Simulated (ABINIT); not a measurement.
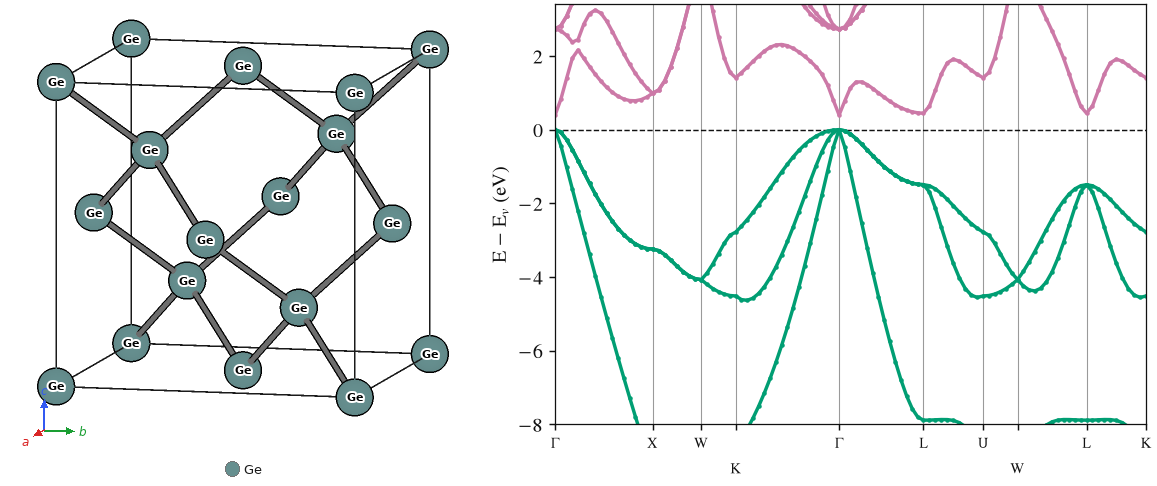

Band structure, beside the structure. Energies are counted from the top of the valence band. The path runs straight from each named point to the next.

Structure: diamond-type Ge, space group Fd-3m (No. 227), 2 atoms in the primitive cell; cubic a = 5.658 Å.

Computed with ABINIT 10.8.3 (patched build): r2SCAN, JTH PAW PBE v2.0, no spin polarisation, no spin-orbit coupling, 8×8×8 k mesh, 707 eV cutoff, Fermi-Dirac smearing of 0.05 eV.

**Is there a gap? Give its size, its kind and where the band edges lie.**

The bands leave a gap. The gap along this path is 0.40 eV and direct: both edges lie at Γ. At L the lowest conduction band lies only 0.05 eV higher.

**What are the direct gaps at L, Γ and K?**

The direct gaps are 1.94 eV at L, 0.40 eV at Γ and 4.19 eV at K.

**How many bands meet at the valence-band top?**

Three bands meet at the valence-band top at Γ: it is triply degenerate (spin aside).

The PAW data sets were made with another functional. Spin-orbit coupling is left out, which matters for Ge. Measured Ge has an indirect gap, with the conduction bottom at L. LDA, GGA and most meta-GGA functionals understate gaps.
